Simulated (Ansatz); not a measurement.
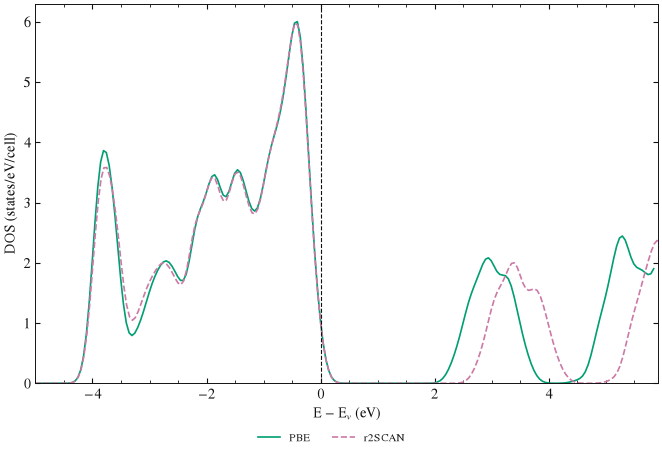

Total densities of states of CdI₂, space group P-3m1 (No. 164), 3 atoms in the cell, 1T (CdI2) bulk type, epitaxial (xy) strain −1.5%, by two methods on the same cell. The curves are built from the levels of the k mesh with Gaussians 0.3 eV wide, which also blur the band edges. Each is counted from its own valence-band top.

### How do the methods compare?

PBE gives a gap of 2.26 eV and r2SCAN gives a gap of 2.71 eV.

Settings. PBE: DFT, PBE, plane waves, PAW, no spin polarisation, 12×12×4 k mesh, 420 eV cutoff, Fermi-Dirac smearing of 0.02 eV (Ansatz 0.2.0). r2SCAN: DFT, r2SCAN, plane waves, PAW, no spin polarisation, 12×12×4 k mesh, 500 eV cutoff (Ansatz).

Spin-orbit coupling is left out, which matters for I.
